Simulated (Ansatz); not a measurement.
## Ti: a changed input and its effect

System: Ti (slab, 6 atoms in the cell).
Method of run 1: DFT PBE, scalar-relativistic, plane waves, PAW, no spin polarisation (Ansatz 0.2.0).

The structure derives from an entry of the Crystallography Open Database. Text and figures count atoms from 1; the logs count them from 0 in places.

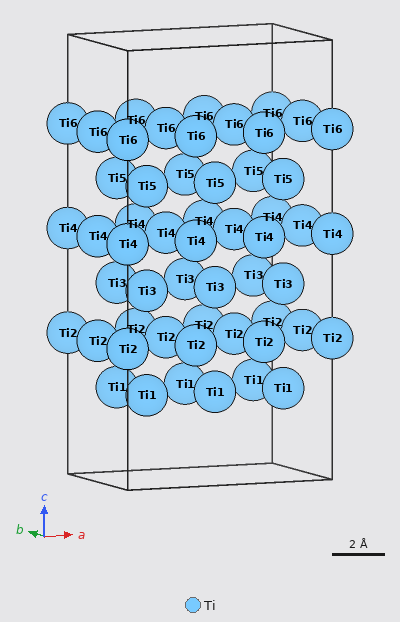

Figure 1. The structure (spheres-only view of the 3 × 2 repeat of the cell, with the vacuum cut short, seen slightly off an axis; atoms are numbered from 1 in the order of the input). An atom can appear more than once, as a periodic image.

**The input, run 1**
```yaml
crystal:
  lattice:
    - [2.9076478655, 0.0, 0.0]
    - [0.0, 2.9076478655, 0.0]
    - [0.0, 0.0, 25.2800876149]
  atoms:
    - { symbol: Ti, position: [0.5, 0.5, 0.296676187] }
    - { symbol: Ti, position: [0.0, 0.0, 0.3780057122] }
    - { symbol: Ti, position: [0.5, 0.5, 0.4593352374] }
    - { symbol: Ti, position: [0.0, 0.0, 0.5406647626] }
    - { symbol: Ti, position: [0.5, 0.5, 0.6219942878] }
    - { symbol: Ti, position: [0.0, 0.0, 0.703323813] }
basis:
  ecutwfc: 420
kpoints:
  mp_grid: { grid: [12, 12, 1] }
hamiltonian:
  xc: pbe
scf:
  occupations: { method: gaussian, width: 0.1 }
  max_iter: 57
output:
  forces: true
  stress: true
  eigenvalues: true
efield:
  axis: 3
  dipole_correction: true
  ramp_width: 0.04
  amplitude: 4.0
```

Command:
```bash
ansatz run input.yaml --threads 1 --pin off --max-ram 2560MiB --backend cpu --events-out ev --progress --plain --runs-dir out
```

Hardware: 1 thread of AMD EPYC (Zen 3), 32 GiB of memory available, shared host.

**Output, shortened to warnings, some set-up lines, iterations and results (run 1)**
```
WARN: efield: at this solve's end the planar-averaged density reaches 5.87e-3 e/Å³ inside the ramp window [0.9404, 0.1583] (bound 1e-5 e/Å³); the window's nearer edge stands 3.50 Å from this solve's nearest atom along the axis. Its free energy, forces, stress, dipole, levels and responses can be off, and this figure does not tell by how much. The cell may have no vacuum along `efield.axis`. A …
Basis set: ecut = 420 eV, 4145 PW (Γ), exchange–correlation on 40×40×360 points (8 copies of the dense FFT grid, shifted against one another)
Symmetry: 8 space group operations
k-points: 28 of 144
Initial density: superposition of atomic densities (neutral atoms: chi_scale 0, normalization atom, screened)
[...]
SCF iter   1: F=—  HF=-15010.711209 eV  |F-HF|=—  |Δ(HF+E_count)|=         —  Δρ=8.32e-2  dr2=2.94e2  ethr=3.10e-3  p=2.749 e·Å  D=2.33e0 V/Å  ΔV_dip=-58.84 eV  …
SCF iter   2: F=—  HF=-15096.491349 eV  |F-HF|=—  |Δ(HF+E_count)|=    8.58e1  Δρ=2.06e-1  dr2=6.15e3  ethr=3.10e-3  p=1.986 e·Å  D=1.68e0 V/Å  ΔV_dip=-42.50 eV  …
SCF iter   3: F=—  HF=-15006.255419 eV  |F-HF|=—  |Δ(HF+E_count)|=    9.02e1  Δρ=6.53e-2  dr2=1.50e2  ethr=3.10e-3  p=2.719 e·Å  D=2.30e0 V/Å  ΔV_dip=-58.19 eV  …
SCF iter   4: F=—  HF=-15003.681193 eV  |F-HF|=—  |Δ(HF+E_count)|=    2.57e0  Δρ=3.69e-2  dr2=7.50e1  ethr=3.10e-3  p=2.847 e·Å  D=2.41e0 V/Å  ΔV_dip=-60.93 eV  …
SCF iter   5: F=—  HF=-15002.443576 eV  |F-HF|=—  |Δ(HF+E_count)|=    1.24e0  Δρ=3.51e-2  dr2=1.79e1  ethr=3.10e-3  p=2.908 e·Å  D=2.46e0 V/Å  ΔV_dip=-62.24 eV  …
[... 10 lines ...]
SCF iter  16: F=—  HF=-15001.408326 eV  |F-HF|=—  |Δ(HF+E_count)|=   5.63e-6  Δρ=3.58e-5  dr2=1.42e-5  ethr=2.03e-7  p=2.763 e·Å  D=2.34e0 V/Å  ΔV_dip=-59.13 eV  …
SCF iter  17: F=—  HF=-15001.408295 eV  |F-HF|=—  |Δ(HF+E_count)|=   3.12e-5  Δρ=1.36e-5  dr2=2.23e-6  ethr=1.97e-8  p=2.763 e·Å  D=2.34e0 V/Å  ΔV_dip=-59.13 eV  …
SCF iter  18: F=—  HF=-15001.408295 eV  |F-HF|=—  |Δ(HF+E_count)|=   1.67e-7  Δρ=6.99e-6  dr2=3.32e-7  ethr=3.10e-9  p=2.763 e·Å  D=2.34e0 V/Å  ΔV_dip=-59.13 eV  …
SCF iter  19: F=-15001.408295 eV  HF=-15001.408295 eV  |F-HF|=3.23e-8  |Δ(HF+E_count)|=   4.55e-8  Δρ=3.00e-6  dr2=5.46e-8  ethr=1.39e-10  p=2.763 e·Å  D=2.34e0 V/Å  …
SCF 1 converged in 19 iterations: F = -15001.408295 eV  dr2 = 5.46e-8
SCF converged after 19 iterations
Free energy (F): -15001.408295 eV
Harris-Foulkes:  -15001.408295 eV  (|F-HF|=3.23e-8)
Internal energy: -15001.350317 eV  (E = F + TS)
E sigma→0 (E₀):  -15001.379306 eV
Entropy (-TS):   -0.057978 eV (-9.663 meV/atom)
Fermi energy:    3.745151 eV
Dipole field:    D = 2.339062 V/Å  (p = 2.762755 e·Å, saw-weighted, corrected)
Work function:   not extracted (applied field tilts the vacuum); planar V_es + V_field profile in the machine report
Levels:          The Fermi level and band energies are counted from a zero that moves with the ramp; work functions are not
Vacuum region:   at the solve's end the planar-averaged density reaches 5.87e-3 e/Å³ inside the ramp window [0.9404, 0.1583] (bound 1e-5 e/Å³)
--- Per-component energies (eV) ---
  E_band       = -1631.436601
  E_kinetic    = 1628.276497
  E_local      = -67146.351342  (includes V_loc(G=0)·N_el)
  E_nonlocal   = 50.887477
  E_hartree    = 32796.357798
  E_xc         = -580.865317
  E_vxc        = -726.290514  (∫ρ·V_xc dr)
  E_paw        = -6285.981731  (= ΣΔE_a)
  E_vpaw       = -1026.052956  (= ΣTr[D̂ρ^β])
  E_aug_tail   = 0.000652  (compensation charges beyond the density's cutoff)
  E_efield     = -7.819891  (sawtooth field / dipole correction)
  E_vefield    = -4.588763  (∫n·V_field dr)
  E_ewald      = 24544.145539
  E_smearing   = -0.057978  (= −TS)
  E_closure    = 0.000000  (closes the sum)
  Σ components = -15001.408295   (vs F -15001.408295, Δ=0.00e0)
--- Forces (eV/Å), atoms counted from 1 ---
  atom   1  Ti     0.00000000     0.00000000     0.44024654
  atom   2  Ti    -0.00000000     0.00000000    -0.71129950
  atom   3  Ti     0.00000000     0.00000000     0.00605908
  atom   4  Ti    -0.00000000     0.00000000     0.08903647
  atom   5  Ti     0.00000000     0.00000000     0.69975944
  atom   6  Ti    -0.00000000     0.00000000    -0.30899266
  max |Σ_I F_I| component: 2.15e-1 eV/Å
--- Stress (GPa, compression-positive) ---
        1.782127       0.000000      -0.000000
        0.000000       1.782127       0.000000
        0.000000       0.000000       1.722354
  P = ⅓ Tr σ = 1.7622 GPa (17.622 kbar)
```

The input of run 2 differs as follows (lines with − go, lines with + come):
```diff
-  ecutwfc: 420
+  ecutwfc: 360
-  max_iter: 57
-  amplitude: 4.0
```

Predict how the results change.

The free energy of run 2 is 932.5 meV per atom higher, which comes mainly from the change of cutoff or grids; a solver setting shouldn't move a converged energy. More plane waves can only lower the energy of a fixed Hamiltonian, so the higher cutoff gives the lower value. The SCF takes 11 iterations against 19. The plane waves at Γ go from 4145 to 3363. On the same kind of shared host run 2 took about 0.32 times as long.

**Output, shortened to warnings, some set-up lines, iterations and results (run 2)**
```
Warning: basis.ecutwfc = 360 eV is below the records' recommended 420 eV, and the density's cutoff is lower with it unless basis.ecutrho_ratio is high enough to keep the records' density cutoff: compare with a run at a higher cutoff
Basis set: ecut = 360 eV, 3363 PW (Γ), exchange–correlation on 36×36×320 points (8 copies of the dense FFT grid, shifted against one another)
Symmetry: 8 space group operations
k-points: 28 of 144
Initial density: superposition of atomic densities (neutral atoms: chi_scale 0, normalization atom), corrected by the library's trained network
[...]
SCF iter   1: F=—  HF=-14995.817240 eV  |F-HF|=—  |Δ(HF+E_count)|=         —  Δρ=4.11e-3  dr2=1.97e-1  ethr=1.77e-3  p=0.000 e·Å  D=6.01e-14 V/Å  ΔV_dip=-0.00 eV  …
SCF iter   2: F=—  HF=-14995.811663 eV  |F-HF|=—  |Δ(HF+E_count)|=   5.58e-3  Δρ=1.76e-3  dr2=3.11e-2  ethr=2.73e-4  p=-0.001 e·Å  D=-5.78e-4 V/Å  ΔV_dip=0.01 eV  …
SCF iter   3: F=—  HF=-14995.814224 eV  |F-HF|=—  |Δ(HF+E_count)|=   2.56e-3  Δρ=1.23e-3  dr2=1.27e-2  ethr=4.31e-5  p=0.000 e·Å  D=1.78e-6 V/Å  ΔV_dip=-0.00 eV  …
SCF iter   4: F=—  HF=-14995.813027 eV  |F-HF|=—  |Δ(HF+E_count)|=   1.20e-3  Δρ=3.56e-4  dr2=1.23e-3  ethr=1.77e-5  p=-0.000 e·Å  D=-4.17e-4 V/Å  ΔV_dip=0.01 eV  …
SCF iter   5: F=—  HF=-14995.813083 eV  |F-HF|=—  |Δ(HF+E_count)|=   5.64e-5  Δρ=1.68e-4  dr2=2.71e-4  ethr=1.71e-6  p=-0.000 e·Å  D=-2.64e-4 V/Å  ΔV_dip=0.01 eV  …
SCF iter   6: F=—  HF=-14995.813135 eV  |F-HF|=—  |Δ(HF+E_count)|=   5.18e-5  Δρ=1.17e-4  dr2=1.18e-4  ethr=3.76e-7  p=-0.000 e·Å  D=-2.41e-4 V/Å  ΔV_dip=0.01 eV  …
SCF iter   7: F=—  HF=-14995.813154 eV  |F-HF|=—  |Δ(HF+E_count)|=   1.93e-5  Δρ=3.36e-5  dr2=1.19e-5  ethr=1.64e-7  p=-0.000 e·Å  D=-1.95e-4 V/Å  ΔV_dip=0.00 eV  …
SCF iter   8: F=—  HF=-14995.813222 eV  |F-HF|=—  |Δ(HF+E_count)|=   6.80e-5  Δρ=1.97e-5  dr2=4.51e-6  ethr=1.66e-8  p=-0.000 e·Å  D=-1.02e-4 V/Å  ΔV_dip=0.00 eV  …
SCF iter   9: F=—  HF=-14995.813223 eV  |F-HF|=—  |Δ(HF+E_count)|=   5.45e-7  Δρ=8.81e-6  dr2=1.50e-6  ethr=6.26e-9  p=-0.000 e·Å  D=-6.85e-5 V/Å  ΔV_dip=0.00 eV  …
SCF iter  10: F=—  HF=-14995.813223 eV  |F-HF|=—  |Δ(HF+E_count)|=   2.19e-7  Δρ=5.51e-6  dr2=6.53e-7  ethr=2.08e-9  p=-0.000 e·Å  D=-3.35e-5 V/Å  ΔV_dip=0.00 eV  …
SCF iter  11: F=-14995.813223 eV  HF=-14995.813223 eV  |F-HF|=2.59e-8  |Δ(HF+E_count)|=   4.17e-8  Δρ=1.55e-6  dr2=2.11e-8  ethr=1.39e-10  p=-0.000 e·Å  D=-8.08e-6 V/Å  …
SCF 1 converged in 11 iterations: F = -14995.813223 eV  dr2 = 2.11e-8
SCF converged after 11 iterations
Free energy (F): -14995.813223 eV
Harris-Foulkes:  -14995.813223 eV  (|F-HF|=2.59e-8)
Internal energy: -14995.732093 eV  (E = F + TS)
E sigma→0 (E₀):  -14995.772658 eV
Entropy (-TS):   -0.081129 eV (-13.522 meV/atom)
Fermi energy:    4.556165 eV
Dipole field:    D = -0.000124 V/Å  (p = -0.000147 e·Å, saw-weighted, corrected)
Work function:   Φ+ = 4.0159 eV   Φ− = 4.0128 eV
Levels:          The Fermi level and band energies are counted from a zero that moves with the ramp; work functions are not
--- Per-component energies (eV) ---
  E_band       = -1571.877476
  E_kinetic    = 1629.247553
  E_local      = -67206.956813  (includes V_loc(G=0)·N_el)
  E_nonlocal   = 51.306519
  E_hartree    = 32854.098264
  E_xc         = -581.091540
  E_vxc        = -726.585288  (∫ρ·V_xc dr)
  E_paw        = -6286.484693  (= ΣΔE_a)
  E_vpaw       = -1027.093357  (= ΣTr[D̂ρ^β])
  E_aug_tail   = 0.003076  (compensation charges beyond the density's cutoff)
  E_efield     = 0.000000  (sawtooth field / dipole correction)
  E_vefield    = 0.000000  (∫n·V_field dr)
  E_ewald      = 24544.145539
  E_smearing   = -0.081129  (= −TS)
  E_closure    = -0.000000  (closes the sum)
  Σ components = -14995.813223   (vs F -14995.813223, Δ=0.00e0)
--- Forces (eV/Å), atoms counted from 1 ---
  atom   1  Ti    -0.00000000     0.00000000     0.64456198
  atom   2  Ti     0.00000000     0.00000000    -0.72409604
  atom   3  Ti     0.00000000     0.00000000    -0.02965772
  atom   4  Ti     0.00000000     0.00000000     0.02967614
  atom   5  Ti    -0.00000000     0.00000000     0.72412123
  atom   6  Ti     0.00000000     0.00000000    -0.64454160
  max |Σ_I F_I| component: 6.40e-5 eV/Å
--- Stress (GPa, compression-positive) ---
       -2.378516       0.000000       0.000000
        0.000000      -2.378516       0.000000
       -0.000000       0.000000      -1.578485
  P = ⅓ Tr σ = -2.1118 GPa (-21.118 kbar)
```

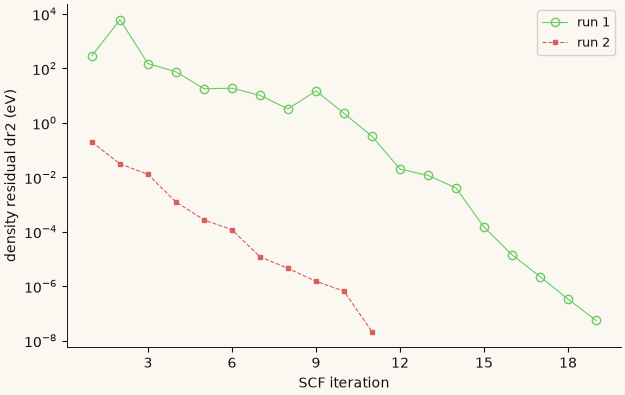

Figure 2. Convergence of the two runs: density residual dr2 against the SCF iteration. Run 1 takes 19 iterations in all, and run 2 takes 11.

**The two runs side by side**

```tsv
quantity	run 1	run 2
outcome	converged	converged
free energy per atom (eV)	−2500.2347	−2499.3022
energy per atom, smearing taken to zero (eV)	−2500.2299	−2499.2954
gap on the mesh (eV)	0.00	0.00
largest force (eV/Å)	0.711	0.724
SCF iterations	19	11
irreducible k-points	28	28
plane waves at Γ	4145	3363
work function (eV)	–	4.02
wall time (shared host)	1.8 min	34 s
```

For run 1: Warnings: the density in the vacuum is higher than it should be, so vacuum levels may be off. For run 2: Warnings: the cutoff is below the recommended one.
